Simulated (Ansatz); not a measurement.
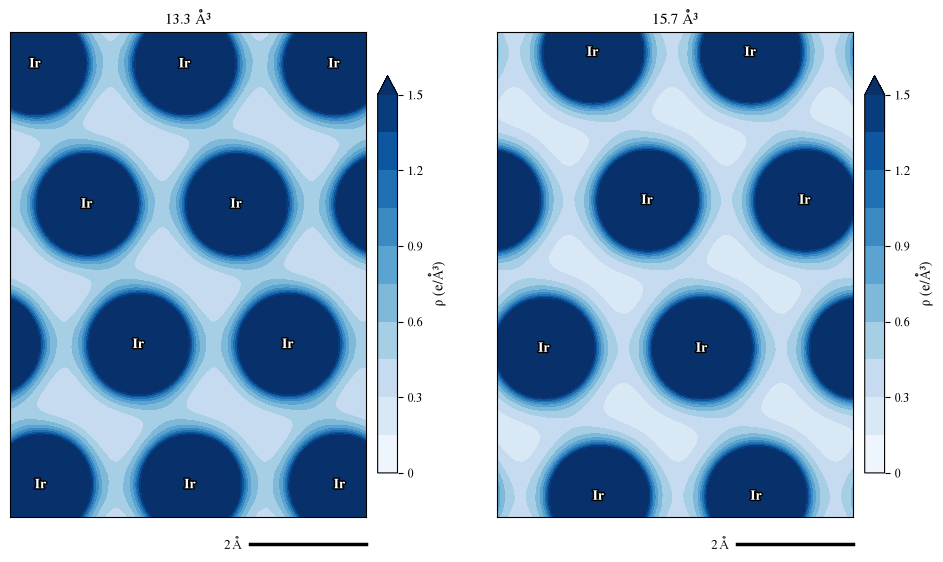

Ir. The valence electron density of cells scaled evenly to different volumes (given per atom above each panel), on the (011) plane of each (indices in the axes of the cell below), at one length scale and on one colour scale.

Computed without spin polarisation; PAW files of the earlier set (soft_1).

The calculation used Ansatz, DFT PBE, scalar-relativistic, plane waves, PAW.

Core electrons are frozen (PAW), and the valence fields are smoothed inside the atomic spheres.

The largest cell:

```yaml
crystal:
  lattice:
    - [0.00000, 2.23892, 1.56142]
    - [2.23892, 0.00000, 1.56142]
    - [2.23892, 2.23892, 0.00000]
  atoms:
    - { symbol: Ir, position: [0.00000, 0.00000, 0.00000] }
```

| volume (Å³/atom) | Ir–Ir contact in the plane (Å) | ρ at its midpoint (e/Å³) | pressure (GPa) | 
| --- | --- | --- | --- |
| 13.33 | 2.588 | 0.555 | 50.1 | 
| 13.80 | 2.617 | ? | ? | 
| 15.65 | 2.730 | 0.423 | −11.1 | 

**What values belong in the row with question marks?**

Over the known rows ln ρ falls by 1.91 per Å of Ir–Ir distance (the line through the two), which gives 0.525 e/Å³ at 2.617 Å; the calculation gives 0.514 e/Å³. For the pressure, a straight line in volume between the neighbouring rows gives 37.7 GPa; the calculation gives 32.9, lower because pressure rises ever faster on compression.
